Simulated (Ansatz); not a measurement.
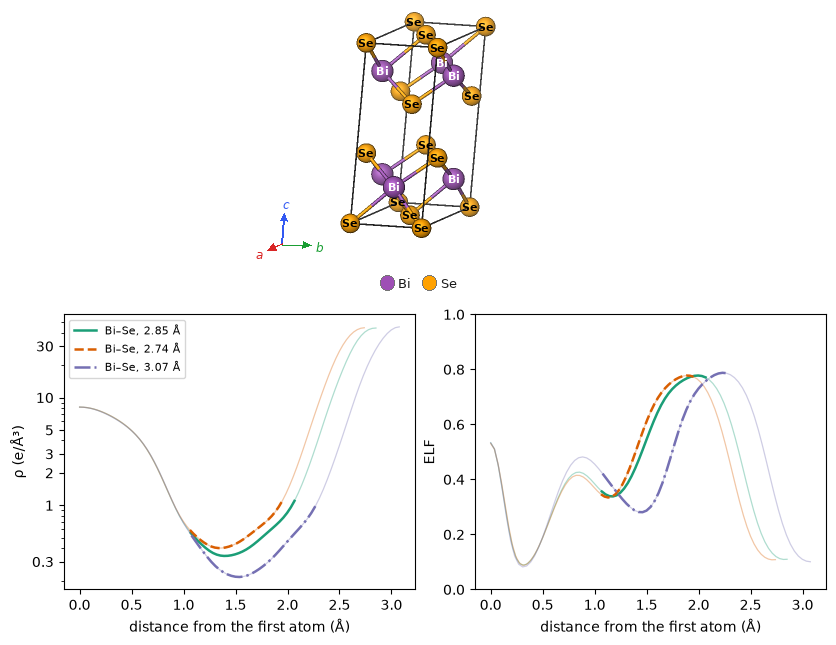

Bi2Se3. Valence electron density and ELF along straight lines between neighbouring atoms. Thin, pale parts lie inside the atomic spheres. The structure is drawn too.

Space group Cm; changed on purpose from its base cell (atom 4 (Se) moved by (-0.300, +0.000) A along y and z); not relaxed (largest force 1.1 eV/Å); computed pressure about 3 GPa in this cell.

Method: Ansatz 0.2.0, DFT PBE, scalar-relativistic, plane waves, PAW.

Core electrons are frozen (PAW), and the valence fields are smoothed inside the atomic spheres.

Input file:

```
crystal:
  lattice:
    - [2.0714992968, 1.1959806766, 9.54533]
    - [-2.0714992968, 1.1959806766, 9.54533]
    - [0.0, -2.3919613533, 9.54533]
  atoms:
    - { symbol: Bi, position: [0.4008, 0.4008, 0.4008] }
    - { symbol: Bi, position: [0.5992, 0.5992, 0.5992] }
    - { symbol: Se, position: [0.0, 0.0, 0.0] }
    - { symbol: Se, position: [0.1698933045, 0.1698933045, 0.295313391] }
    - { symbol: Se, position: [0.7883, 0.7883, 0.7883] }
basis:
  ecutwfc: 420
kpoints:
  mp_grid: { grid: [12, 12, 12] }
hamiltonian:
  xc: pbe
scf:
  occupations: { method: gaussian, width: 0.03 }
output:
  forces: true
  stress: true
  eigenvalues: true
  write_density: true
  write_potential: true
  elf: true
  volumetric_format: npy
```

Run with:

```sh
ansatz run input.yaml --threads 1 --pin off --max-ram 2560MiB --backend cpu --events-out ev --progress --plain --runs-dir out
```

Below, planes, directions and counts refer to the conventional cell (a = 7.18 Å, b = 4.14 Å, c = 9.84 Å, α = 90.00°, β = 104.07°, γ = 90.00°).

> Compare the contacts.

Bi–Se (2.85 Å): ρ is about 0.34 e/Å³ halfway; the ELF is about 0.45 at the midpoint and 0.35 at its lowest between the atoms.
Bi–Se (2.74 Å): the density is about 0.4 e/Å³ at the midpoint; the ELF is about 0.45 at the midpoint and 0.35 at its lowest between the atoms.
Bi–Se (3.07 Å): the density is about 0.22 e/Å³ at the midpoint; the ELF is about 0.30 at the midpoint.
